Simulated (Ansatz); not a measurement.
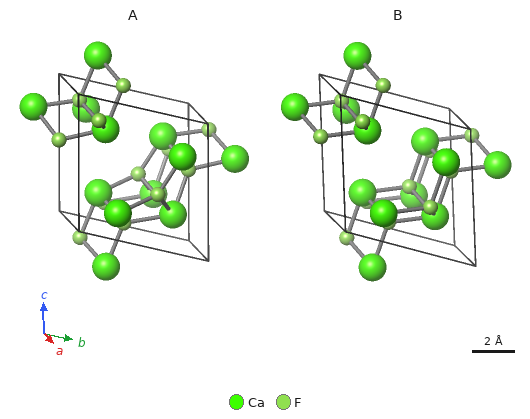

Two geometries of a crystal of CaF (a generated structure, set up in P1) (coarse preliminary run), drawn at one scale. One is the start of a relaxation, the other its converged end. The picture is a ball-and-stick view of the cell of the calculation, seen slightly off an axis.

Method: Ansatz 0.2.0, DFT PBE, scalar-relativistic, plane waves, PAW. Settings: plane-wave cutoff 420 eV; k-point mesh 4 × 4 × 4; occupations gaussian; smearing width 0.1 eV; no spin polarisation; cell and atoms relaxed; force threshold 0.04 eV/Å; at most 70 steps.

### Which geometry has the lower energy?

Structure B is the relaxed one. Over 5 accepted moves (7 points after the start) the energy falls by 0.531 eV per cell of the calculation. The largest force component goes from 0.4 to 0.0013 eV/Å. Pressure: 1.71 GPa at the start and 0.04 GPa at the end. At 2 points the geometry stayed and the basis and grid were re-selected for the new cell (energy shift of 19.8 meV per cell of the calculation at most each time). The atom that moves furthest relative to the cell is an F atom (0.59 Å along [2 1 −1]). By element the largest moves are F 0.59 Å, Ca 0.27 Å. The volume changes by +3.3 %, with a 3.805 → 3.961 Å (+4.1 %), b 6.817 → 6.908 Å (+1.3 %), c 6.905 → 6.913 Å (+0.1 %), α 106.8° → 110.7°, β 90.8° → 90.0°, γ 90.8° → 90.0°. Among the contacts that change: Ca–F 3.039 → 2.359 Å, Ca–F 2.221 → 2.353 Å, Ca–F 2.456 → 2.352 Å, Ca–F 2.258 → 2.352 Å. Bond angles that change, for instance: Ca–F–Ca 138.5° → 113.2°, F–Ca–F 130.3° → 113.2°, F–Ca–F 88.4° → 72.6°. The space group (tolerance 0.01 Å) goes from P1 (No. 1) to Pmmn (No. 59).

Limits of the set-up: the k-point mesh is coarse for a cell with partly filled bands.
